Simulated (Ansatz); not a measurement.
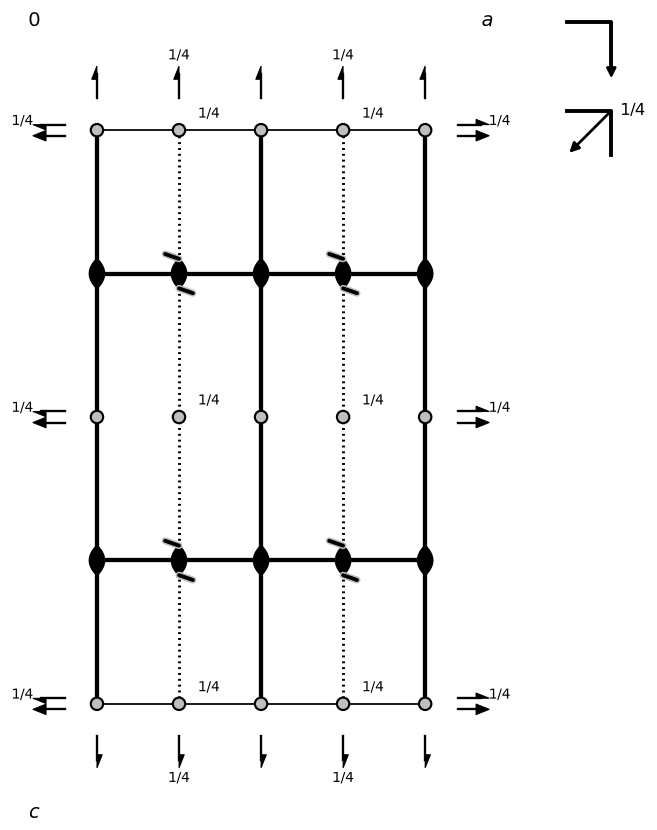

Symmetry elements of a space group, projected down b, computed from the operations of a computed or model structure of composition B, which need not be its known form.

Graphical symbols as in the International Tables (origin upper left, heights as fractions; handed screw axes are marked by their printed symbols).

Which space group is it?

Answer. Cmcm, No. 63; C-centred orthorhombic, point group mmm, 16 general positions a cell.

List the elements shown.

Answer. 2₁ axes along b at (1/4, 1/4), (1/4, 3/4), (3/4, 1/4), (3/4, 3/4); 2 axes along b at (1/4, 0), (1/4, 1/2), (3/4, 0), (3/4, 1/2); inversion centres at (0, 0), (0, 1/4; b height 1/4), (0, 1/2), (0, 3/4; b height 1/4), (1/2, 0), (1/2, 1/4; b height 1/4), (1/2, 1/2), (1/2, 3/4; b height 1/4); mirror planes normal to c, at z = 1/4, 3/4; mirror planes normal to a, at x = 0, 1/2; b glide planes normal to a, at x = 1/4, 3/4; a c glide plane normal to b at height 0; an n glide plane normal to b at height 1/4; 2 axes along a at height 0; 2₁ axes along a at height 1/4; 2₁ axes along c at heights 0, 1/4. Heights repeat every half period; positions are (c, a) fractions, modulo 1.

Write the general positions (in any order).

Answer. For each centring vector (0, 0, 0), (1/2, 1/2, 0):
x, y, z; −x, −y, −z; −x, −y, z+1/2; x, y, −z+1/2; x, −y, −z; −x, y, z; −x, y, −z+1/2; x, −y, z+1/2
